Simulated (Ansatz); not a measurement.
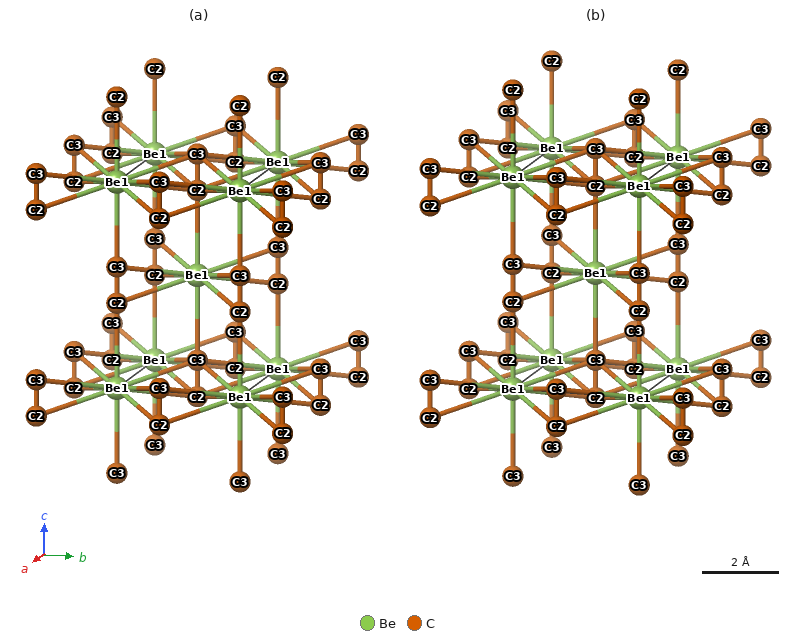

Left: a symmetric starting cell of BeC2 (made from another compound by putting Be in place of Sr). Right: the same structure after one change, at the same scale. Style: ball-and-stick. Shown: the conventional cell (2 times the calculation's cell), slightly off an axis. Lengths and directions refer to the drawn axes.

The calculation used DFT PBEsol, scalar-relativistic, plane waves, PAW in Ansatz. (plane-wave cutoff 420 eV; k-point mesh 14 × 14 × 14; occupations gaussian; smearing width 0.02 eV; no spin polarisation)

### Which change leads from the left to the right?

All lengths are scaled by +2.6 % (volume +8.1 %), the atoms keeping their fractional coordinates. No relaxation follows. The starting cell wasn't computed here and needn't be at equilibrium, so pressure and forces aren't due to the change alone.

### And its effect?

The pressure is 39.4 GPa (not all of it need come from the change, since the unchanged cell can be under pressure at this level too). The principal stresses (compression positive) are 144.8 GPa along c and −13.3 GPa across it. The largest forces, 42 eV/Å, act on C2 and C3; on C3 it points along +c. Some distances before and after: Be–C 2.461 → 2.526 Å, Be–C 2.310 → 2.371 Å, C–C 0.987 → 1.013 Å. The space group stays I4/mmm (No. 139).
